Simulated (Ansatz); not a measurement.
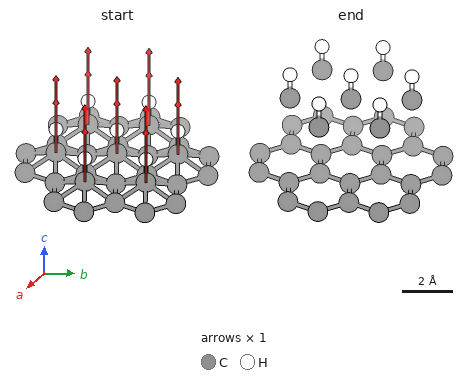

The structure of a slab of composition HC$_{9}$ (cut from the P6_3/mmc phase) before (left) and after (right) a constrained relaxation, at one scale. The red arrows give the displacements, at their true length.

The picture is a ball-and-stick view of the atoms within 4.2 Å of the atom that moves most (axes of the 3 × 3 repeat of the cell, outlined in the plane, without the vacuum), seen from a free direction.

Case: CH put at a hollow C-C site. The slab is the (0 0 1) face of C with CH on it. 4 atoms are held fixed.

Level of theory: Ansatz, DFT PBE+D3(BJ), scalar-relativistic, plane waves, PAW.

The input:
```yaml
crystal:
  lattice:
    - [2.4649796696, 0.0, 0.0]
    - [-1.2324898348, 2.1347350137, 0.0]
    - [0.0, 0.0, 30.2076501055]
  atoms:
    - { symbol: C, position: [0.0, 0.0, 0.2813856823] }
    - { symbol: C, position: [0.6666666667, 0.3333333333, 0.2813856745] }
    - { symbol: C, position: [0.0, 0.0, 0.3929208932] }
    - { symbol: C, position: [0.3333333333, 0.6666666667, 0.3929208853] }
    - { symbol: C, position: [0.0, 0.0, 0.504456104] }
    - { symbol: C, position: [0.6666666667, 0.3333333333, 0.5044560961] }
    - { symbol: C, position: [0.0, 0.0, 0.6159913148] }
    - { symbol: C, position: [0.3333333333, 0.6666666667, 0.615991307] }
    - { symbol: C, position: [0.6666666667, 0.3333333333, 0.6338675812] }
    - { symbol: H, position: [0.6666666667, 0.3333333333, 0.6702821979] }
basis:
  ecutwfc: 420
kpoints:
  mp_grid: { grid: [12, 12, 1] }
hamiltonian:
  xc: pbe
  dispersion: d3bj
scf:
  occupations: { method: gaussian, width: 0.1 }
output:
  forces: true
  eigenvalues: true
  write_density: true
  write_potential: true
  elf: true
  volumetric_format: npy
relax:
  adjacent_minimum: "off"
  f_tol: 0.03
  max_steps: 70
  constraints: [{ sites: [0, 1, 2, 3] }]
efield:
  axis: 3
  dipole_correction: true
  ramp_width: 0.04
```

Command:
```bash
ansatz run input.yaml --threads 2 --pin off --max-ram 5120MiB --backend cpu --events-out ev --progress --plain --runs-dir out
```

### Summarise the run.

Over 17 accepted moves (18 points after the start) the energy falls by 10.022 eV per cell of the calculation. The largest force component goes from 11 to 0.0052 eV/Å. 1 step only repeated the SCF at the same geometry. The largest moves, 2.63 Å, are those of C9 and H10. H10 goes along the normal (+c). By element the largest moves are H 2.63 Å, C 2.61 Å. The lattice vectors keep their values. Some distances before and after: C7–C9 1.522 → 3.443 Å, C9–H10 1.100 → 1.123 Å. Bonds break, among them: C7–C9 (1.52 → 3.44 Å), C8–C9 (1.52 → 3.44 Å). Cost: 80 s on 2 threads of AMD EPYC 7R43 64-Core Processor (Zen 3), with other jobs on the host, peak memory 0.49 GiB.

Limits of the set-up: the periodic images lie only 2.5 Å apart, so the values are limited by the cell's size.
